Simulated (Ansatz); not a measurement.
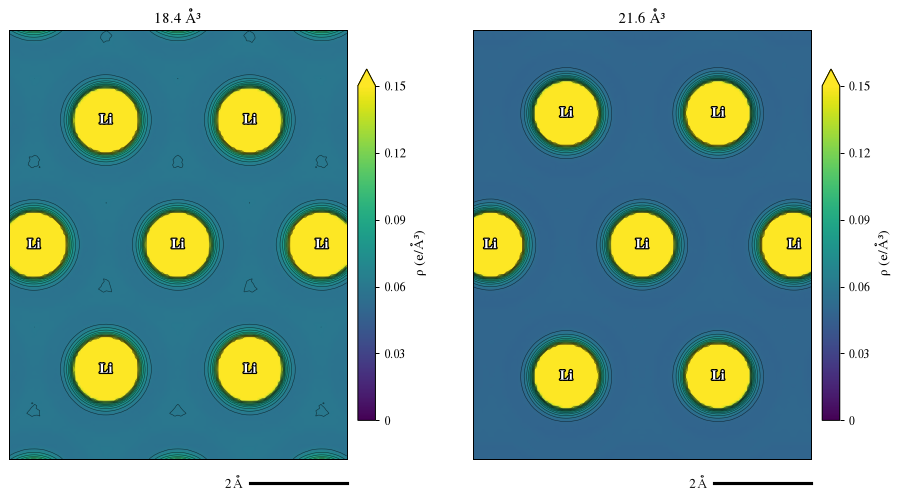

Li. The valence pseudo-density of cells scaled evenly to different volumes (given per atom above each panel), on the (111) plane of each (indices in the axes of the cell below), at one length scale and on one colour scale.

Computed without spin polarisation.

Computed with DFT, BLYP, plane waves (420 eV) with PAW, scalar-relativistic in Ansatz.

In a PAW calculation such maps are meaningful between the atoms, not at the nuclei.

The largest cell:

```
Li
1.0
     1.56692    0.90466    7.62647
    -1.56692    0.90466    7.62647
     0.00000   -1.80932    7.62647
Li
3
Direct
  0.00000 0.00000 0.00000
  0.22219 0.22219 0.22219
  0.77781 0.77781 0.77781
```

| volume (Å³/atom) | Li–Li contact in the plane (Å) | ρ at its midpoint (e/Å³) | 
| --- | --- | --- |
| 18.42 | 2.971 | 0.059 | 
| 20.02 | 3.054 | ? | 
| 21.62 | 3.134 | 0.050 | 

> What values belong in the row with question marks?

Over the known rows ln ρ falls by 1.02 per Å of Li–Li distance (the line through the two), which gives 0.054 e/Å³ at 3.054 Å; the calculation gives 0.054 e/Å³.
